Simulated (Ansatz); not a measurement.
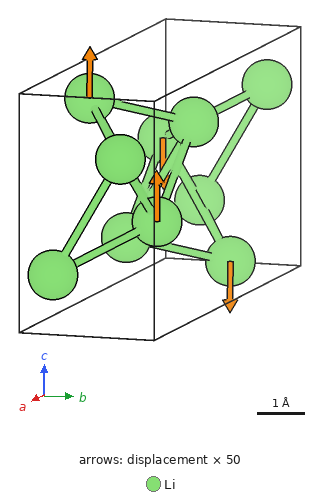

This is a relaxation of a crystal of Li (a generated structure, set up in Pnma). The starting structure is drawn; orange arrows show the displacements (the part carried along by the change of the cell is left out), magnified 50 times.

A ball-and-stick model of the cell of the calculation, seen slightly off an axis.

Method: DFT PBE, scalar-relativistic, plane waves, PAW (Ansatz).

Input
```yaml
crystal:
  lattice:
    - [9.9841725115, 0.0, 0.0]
    - [0.0, 3.0826998591, 0.0]
    - [0.0, 0.0, 5.2551313533]
  atoms:
    - { symbol: Li, position: [0.250050398, 0.25, 0.589042906] }
    - { symbol: Li, position: [0.249949602, 0.75, 0.089042906] }
    - { symbol: Li, position: [0.750050398, 0.25, 0.910957094] }
    - { symbol: Li, position: [0.749949602, 0.75, 0.410957094] }
    - { symbol: Li, position: [7.6606e-06, 0.75, 0.7499369172] }
    - { symbol: Li, position: [0.4999923394, 0.25, 0.2499369172] }
    - { symbol: Li, position: [0.5000076606, 0.75, 0.7500630828] }
    - { symbol: Li, position: [0.9999923394, 0.25, 0.2500630828] }
basis:
  ecutwfc: 420
kpoints:
  mp_grid: { grid: [4, 12, 8] }
hamiltonian:
  xc: pbe
scf:
  occupations: { method: fermi_dirac, width: 0.15 }
output:
  forces: true
  stress: true
  eigenvalues: true
relax:
  adjacent_minimum: "off"
  f_tol: 0.001
  max_steps: 60
  cell: { stress_tol: 0.01 }
```

Launched with:
```bash
ansatz run input.yaml --threads 1 --pin off --max-ram 2560MiB --backend cpu --events-out ev --progress --plain --runs-dir out
```

### What did the optimiser do to the structure, and how much energy did it gain?

The largest moves relative to the cell, 0.023 Å, are those of Li1, Li2, Li3 and Li4. Li3 goes along +c. Cell: a 9.984 → 10.001 Å (+0.2 %), b 3.083 → 3.066 Å (−0.5 %), c 5.255 → 5.289 Å (+0.7 %). Volume +0.3 %. Some distances before and after: Li1–Li1 3.083 → 3.066 Å, Li1–Li2 3.046 → 3.057 Å. The space group stays Cmcm (No. 63). The energy falls by less than 0.05 meV per atom in 5 accepted moves (8 points after the start). The largest force component goes from 0.0011 to under 0.0001 eV/Å. Pressure: 0.04 GPa at the start and 0.00 GPa at the end. The line search rejected the trial steps at points 3, 6 of the run. At 1 point the geometry stayed and the basis and grid were re-selected for the new cell (energy shift of less than 0.05 meV per atom at most each time).
